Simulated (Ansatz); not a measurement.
System: BN, space group F-43m (No. 216) (one of a set of cubic test structures, which need not be the stable phase).

Method: equation of state of a cubic crystal from periodic Kohn-Sham density functional theory without spin, third-order Birch-Murnaghan fit to the free energies; pressure corrected for the finite basis (Ansatz 0.2.0 development build). Level: HSE06.

structure type zinc blende; atoms in cell 2; space group number 216; lattice centring face-centred primitive; k mesh 4×4×4; occupation method Fermi–Dirac; occupation width 0.05 eV; wave cutoff 870 eV; datasets hand-made PAW; density tolerance 0 eV; bands 8; density cutoff ratio 4; search for lower states default; exchange singularity regularized.

What does the calculation give for the energy above the lowest point and pressure against volume? The volume takes the values 5.5007, 5.6801, 5.8594, 6.0388, 6.2182 Å³/atom.

A third-order Birch–Murnaghan fit gives V0 = 5.82 Å³/atom, B0 = 404 GPa and B′ = 3.6. The energy above the lowest point is 24.3 meV/atom at volume 5.5007 Å³/atom and 30.2 meV/atom at 6.2182 Å³/atom; the lowest computed point is at volume 5.8594 Å³/atom (0.0 meV/atom). The pressure falls from 25.5 GPa at volume 5.5007 Å³/atom to −23.5 GPa at 6.2182 Å³/atom, and changes sign near 5.83 Å³/atom.

```csv
volume (Å³/atom),energy above the lowest point (meV/atom),pressure (GPa)
5.5007,24.3,25.5
5.6801,4.3,10.5
5.8594,0.0,-2.5
6.0388,9.2,-13.7
6.2182,30.2,-23.5
```

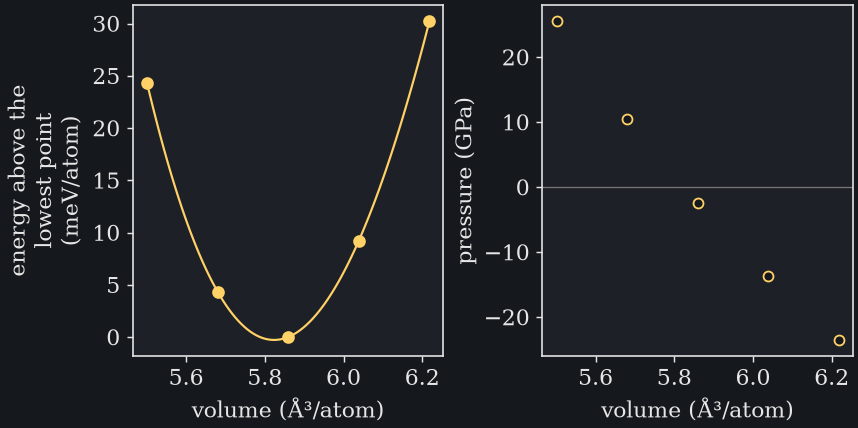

Limits of the calculation: coarse k-mesh, values are not converged in k.
